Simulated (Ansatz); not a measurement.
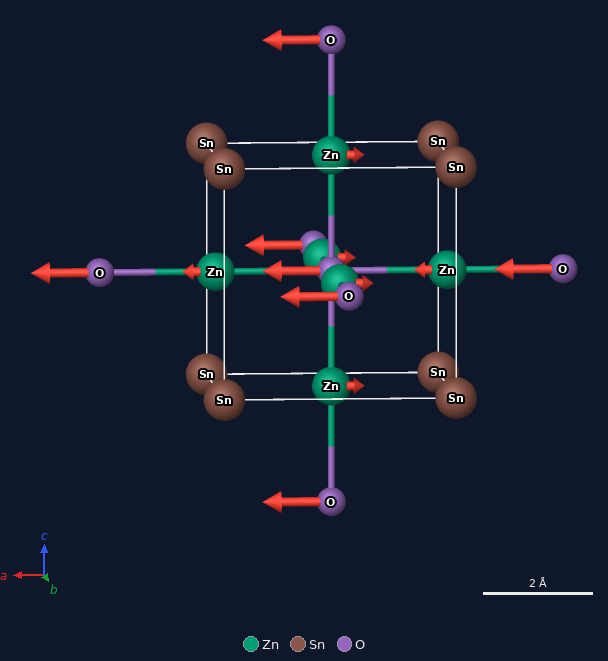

One vibrational mode of crystalline Zn₃SnO (a generated structure) at the zone centre. The red arrows are the displacements of the atoms (eigenvector over the root of the mass), of arbitrary overall length and sign. Style: ball-and-stick. Shown: the cell of the calculation, from a free direction.

Method: DFT PBEsol, scalar-relativistic, plane waves, PAW (Ansatz 0.2.0). (plane-wave cutoff 420 eV; k-point mesh 8 × 8 × 8; occupations fermi dirac; smearing width 0.15 eV; no spin polarisation)

The frequencies depend somewhat on the k-mesh and the smearing.

**Give the symmetry, activity and frequency of this mode.**

This is the T₁u mode (triply degenerate; one member of the set is drawn) at 131i cm⁻¹, the lowest optical level, infrared-active by symmetry. The Sn atoms hardly move; all motion is along a; the kinetic energy is shared as Zn 54 %, O 45 %, Sn 1 %. The crystal is a metal, so free carriers screen the infrared response. The frequency is imaginary, so the structure is unstable against this distortion. Freezing in the drawn pattern lowers the space group from Pm-3m to P4mm (No. 99).
